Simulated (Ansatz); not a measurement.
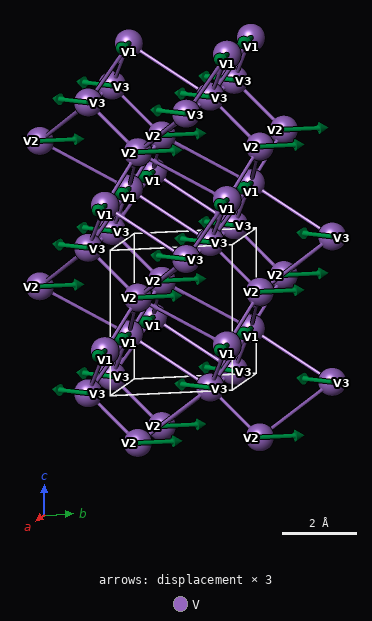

A relaxation of crystalline V (built on the trigonal selenium_152 type) (coarse preliminary run). The starting structure is drawn; green arrows show the displacements (the part carried along by the change of the cell is left out), magnified 3 times.

Style: ball-and-stick. Shown: the cell of the calculation, repeated 1 × 1 × 2 with one cell outlined, slightly off an axis.

Case: trigonal selenium type (P3_121, No. 152).

These are results of DFT PBEsol, scalar-relativistic, plane waves, PAW in Ansatz 0.2.0, not measurements.

Input file:
```yaml
crystal:
  lattice:
    - [3.5089318195, 0.0, 0.0]
    - [-1.7544659098, 3.0388240959, 0.0]
    - [0.0, 0.0, 3.9810006102]
  atoms:
    - { symbol: V, position: [0.2254, 0.0, 0.3333333333] }
    - { symbol: V, position: [0.0, 0.2254, 0.6666666667] }
    - { symbol: V, position: [0.7746, 0.7746, 0.0] }
basis:
  ecutwfc: 420
kpoints:
  mp_grid: { grid: [6, 6, 4] }
hamiltonian:
  xc: pbesol
scf:
  occupations: { method: gaussian, width: 0.1 }
  lower_state_search: "off"
output:
  forces: true
  stress: true
  eigenvalues: true
relax:
  adjacent_minimum: "off"
  f_tol: 0.04
  max_steps: 70
  cell: { stress_tol: 0.4 }
```

What did the optimiser do to the structure, and how much energy did it gain?

Answer. The largest moves relative to the cell, 0.44 Å, are those of V1, V2 and V3. V3 goes along [−1 −1 0]. Cell: a = b 3.509 → 4.115 Å (+17.3 %), c 3.981 → 2.648 Å (−33.5 %). Volume −8.5 %. Among the contacts that change: V1–V1 3.981 → 2.648 Å, V1–V2 3.593 → 2.960 Å, V1–V2 (another image) 1.907 → 2.534 Å, V1–V2 (another image) 2.761 → 2.535 Å. Among the angles between lasting bonds that change: V2–V1–V3 103.1° → 71.5°, V2–V1–V2 78.9° → 108.5°, V2–V1–V3 99.0° → 71.5°. The space group (tolerance 0.01 Å) goes from P3_121 (No. 152) to R-3m (No. 166). Over 11 accepted moves (13 points after the start) the energy falls by 4.701 eV per cell of the calculation. Largest force component: 3.7 eV/Å at the start, 0.00019 eV/Å at the end. The pressure goes from 12.71 to −0.07 GPa. The SCF was repeated twice at an unchanged geometry on a basis and grid sized afresh for the cell, which shifted the energy by 74.6 meV per cell of the calculation at most. The run took roughly 19 core-seconds on a shared host.

Limits of the set-up: the k-point mesh is coarse for a cell with partly filled bands.
